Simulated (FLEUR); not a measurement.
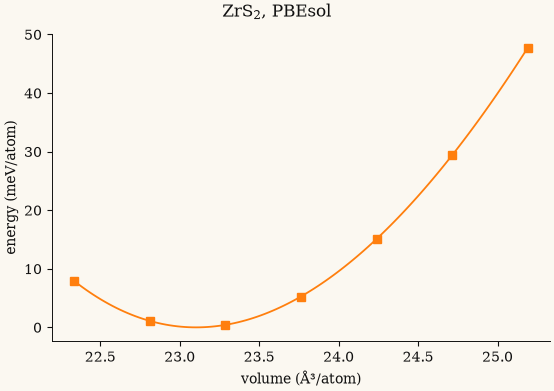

The picture above shows the energy against volume for ZrS₂, space group P-3m1 (No. 164).

The given structure:
```xyz
3
Lattice="3.6914 0.0000 0.0000 -1.8457 3.1968 0.0000 0.0000 0.0000 6.0411" Properties=species:S:1:pos:R:3 pbc="T T T"
Zr    0.0000    0.0000    0.0000
S     0.0000    2.1312    1.4372
S     1.8457    1.0656    4.6038
```

Method: all-electron LAPW DFT, no spin polarisation; energies at scaled volumes of the given cell, shape and fractions fixed, counted from the fit's minimum, third-order Birch-Murnaghan fit (FLEUR MaX-R8.1 (later development tree)). Level: PBEsol.

k mesh 8×8×5; occupations Fermi–Dirac; smearing width 0.05 eV; potentials all electron; program settings basis FLAPW, kmax 5.24 1/bohr.

This calculation gives: equilibrium volume 23.10 Å³/atom and bulk modulus 94.0 GPa.

Now Zr is replaced by Ti on all its sites, which gives TiS₂ in the same structure. Predict the effect.

The equilibrium volume falls from 23.10 to 18.45 Å³/atom (−20 %) and the bulk modulus rises from 94.0 to 104.3 GPa (+11 %).

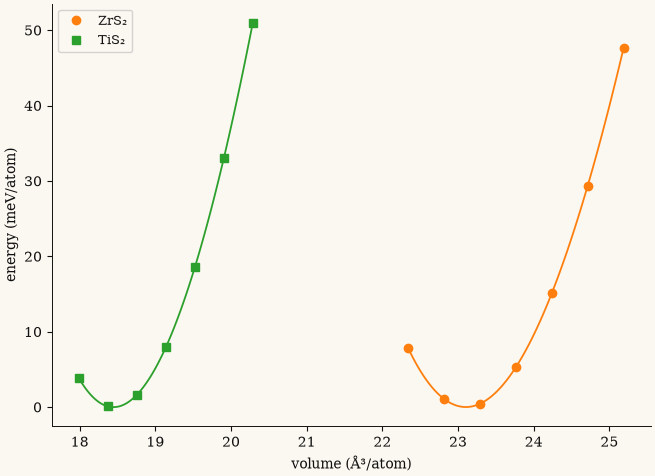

The two results together.

For both, limits of the calculation: shape and atomic fractions are frozen while scaling, which makes layered, chain and framework solids too stiff.

V0 and the bulk modulus come from third-order Birch–Murnaghan fits.
